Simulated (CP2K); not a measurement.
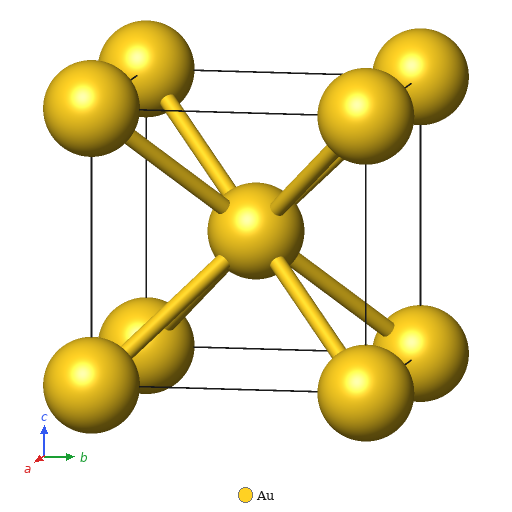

System: Au, space group Im-3m (No. 229). The picture shows the conventional cell.

The given structure:
```yaml
crystal:
  lattice:
    - [2.87047, 0.00000, 0.00000]
    - [-0.95682, 2.70631, 0.00000]
    - [-0.95682, -1.35315, 2.34373]
  atoms:
    - { symbol: Au, position: [0.00000, 0.00000, 0.00000] }
```

How it was computed, with CP2K 2026.2: DFT in Gaussian orbitals with a plane-wave density, no spin polarisation; energies at scaled volumes of the given cell, shape and fractions fixed, counted from the fit's minimum, third-order Birch-Murnaghan fit. Level: PBE.

```csv
setting,value
k mesh,11×11×11
occupations,Fermi–Dirac
smearing width,0.05 eV
potentials,GTH PBE with UZH TZVP basis
density cutoff,6803 eV
program settings,"ngrids 4, basis sets Au TZVP-MOLOPT-PBE-GTH-q11, cutoff ry 500 Ry, rel cutoff ry 60 Ry"
```

Describe the result: the energy and pressure against volume. The volume takes the values 17.11, 17.48, 17.84, 18.21, 18.57, 18.94, 19.30 Å³/atom.

A third-order Birch–Murnaghan fit gives V0 = 18.60 Å³/atom, B0 = 131 GPa and B′ = 5.7. The energy is 58.76 meV/atom at volume 17.11 Å³/atom and 9.86 meV/atom at 19.30 Å³/atom; the lowest computed point is at volume 18.57 Å³/atom (0.02 meV/atom), and no other minimum shows. The pressure falls from 13.90 GPa at volume 17.11 Å³/atom to −4.36 GPa at 19.30 Å³/atom, and changes sign near 18.61 Å³/atom.

```
volume (Å³/atom)  energy (meV/atom)  pressure (GPa)
           17.11              58.76           13.90
           17.48              31.97            9.77
           17.84              13.96            6.16
           18.21               3.62            3.00
           18.57               0.02            0.23
           18.94               2.34           -2.22
           19.30               9.86           -4.36
```

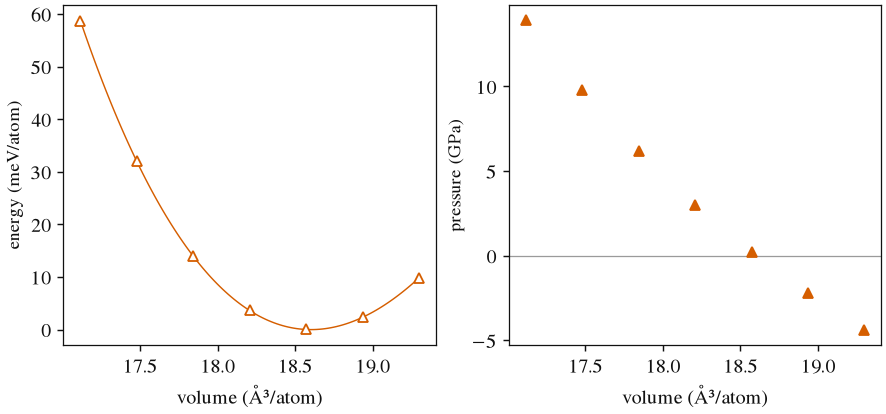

Note: spin-orbit coupling left out, heavy elements.
